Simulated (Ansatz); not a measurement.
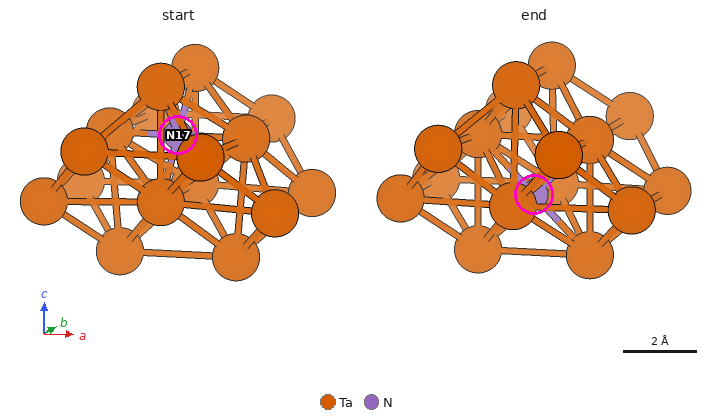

The two relaxed end points of a path for a defect cell of composition Ta16N (17 atoms in the cell). Style: ball-and-stick. Shown: the atoms within 3.8 Å of the middle of the path, slightly off an axis. The moving atom is ringed, with any periodic copies. Bonds to atoms that aren't drawn are left out.

Level of theory: DFT PBE, scalar-relativistic, plane waves, PAW in Ansatz.

The input:
```yaml
crystal:
  lattice:
    - [6.6381247818, 0.0, 0.0]
    - [0.0, 6.6381247818, 0.0]
    - [0.0, 0.0, 6.6381247818]
  atoms:
    - { symbol: Ta, position: [-0.044987511, -5.9601e-06, 3.5262e-06] }
    - { symbol: Ta, position: [0.5449736014, 2.3838e-06, 2.9694e-06] }
    - { symbol: Ta, position: [-0.0011069614, 0.5000046041, 1.9646e-06] }
    - { symbol: Ta, position: [-0.00108565, -1.73947e-05, 0.4999985299] }
    - { symbol: Ta, position: [0.2499952354, 0.2418507424, 0.2418463633] }
    - { symbol: Ta, position: [0.5010974357, 0.4999966435, -4.001e-07] }
    - { symbol: Ta, position: [0.5010886642, -2.3838e-06, 0.5000004001] }
    - { symbol: Ta, position: [0.7500107622, 0.2607599035, 0.2607673232] }
    - { symbol: Ta, position: [0.0090122416, 0.5000051937, 0.4999968028] }
    - { symbol: Ta, position: [0.2500049752, 0.7581568156, 0.2418447749] }
    - { symbol: Ta, position: [0.2499951543, 0.2418467335, 0.758156915] }
    - { symbol: Ta, position: [0.4910193235, 0.5000080979, 0.4999976635] }
    - { symbol: Ta, position: [0.7499940206, 0.7392374566, 0.2607706234] }
    - { symbol: Ta, position: [0.7500153554, 0.2607666817, 0.739234678] }
    - { symbol: Ta, position: [0.2500047646, 0.758151542, 0.7581533072] }
    - { symbol: Ta, position: [0.7499939369, 0.7392363457, 0.7392370223] }
    - { symbol: "N", position: [0.2499907458, 2.8051e-06, 5.294e-07] }
basis:
  ecutwfc: 420
  xc_grid: 2
kpoints:
  mp_grid: { grid: [4, 4, 4], shift: [0.5, 0.5, 0.5] }
hamiltonian:
  xc: pbe
scf:
  occupations: { method: gaussian, width: 0.1 }
output:
  forces: true
neb:
  images: 5
  f_tol: 0.05
  max_iterations: 70
  order_check: false
  final_atoms:
    - { symbol: Ta, position: [0.008151542, -4.7646e-06, -0.0081533072] }
    - { symbol: Ta, position: [0.4918467335, 4.8457e-06, -0.008156915] }
    - { symbol: Ta, position: [-0.0107636543, 0.5000060631, 0.0107629777] }
    - { symbol: Ta, position: [0.0081568156, -4.9752e-06, 0.5081552251] }
    - { symbol: Ta, position: [0.2499826053, 0.25108565, 0.2500014701] }
    - { symbol: Ta, position: [0.5107666817, 0.4999846446, 0.010765322] }
    - { symbol: Ta, position: [0.4918507424, 4.7646e-06, 0.5081536367] }
    - { symbol: Ta, position: [0.7500051937, 0.2409877584, 0.2500031972] }
    - { symbol: Ta, position: [-0.0107625434, 0.5000059794, 0.4892293766] }
    - { symbol: Ta, position: [0.2499976162, 0.7489113358, 0.2499995999] }
    - { symbol: Ta, position: [0.2499940399, 0.294987511, 0.7499964738] }
    - { symbol: Ta, position: [0.5107599035, 0.4999892378, 0.4892326768] }
    - { symbol: Ta, position: [0.7500080979, 0.7589806765, 0.2500023365] }
    - { symbol: Ta, position: [0.7500046041, 0.2511069614, 0.7499980354] }
    - { symbol: Ta, position: [0.2500023838, 0.7050263986, 0.7499970306] }
    - { symbol: Ta, position: [0.7499966435, 0.7489025643, 0.7500004001] }
    - { symbol: "N", position: [0.2500028051, 9.2542e-06, -0.2500005294] }
```

Command:
```bash
ansatz run input.yaml --threads 4 --pin off --max-ram 10240MiB --backend cpu --events-out ev --progress --plain --runs-dir out
```

**What barrier does the band find between them, and by what path?**

The barrier is about 1.03 eV in both directions, with image 3 at the top; the ends have the same energy. The N atom travels furthest, 1.66 Å from end to end, along −c, on a straight line. At the highest image its nearest neighbour (Ta) is 2.00 Å away, against 1.96 Å at the start, and the surrounding atoms stand up to 0.10 Å off the mean of their end positions. The band converged in 5 iterations, with a climbing image at the top.

Energies of the converged images:

```tsv
image	path (Å)	E (eV)
0	0.00	0.000
1	0.32	0.279
2	0.64	0.790
3	0.96	1.031
4	1.27	0.790
5	1.59	0.279
6	1.91	0.000
```

The geometry at the top of the path:

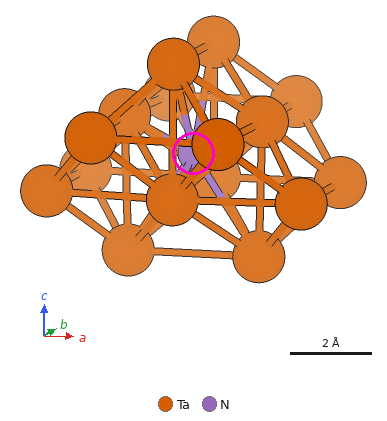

Limits of the set-up: the cell has an odd number of electrons but was run without spin polarisation; the periodic images lie only 6.6 Å apart, so the values are limited by the cell's size.

The run took 34 min on 4 threads of Intel(R) Xeon(R) Processor @ 2.50GHz (Skylake/Cascade Lake), on a shared host, peak memory 4.6 GiB.
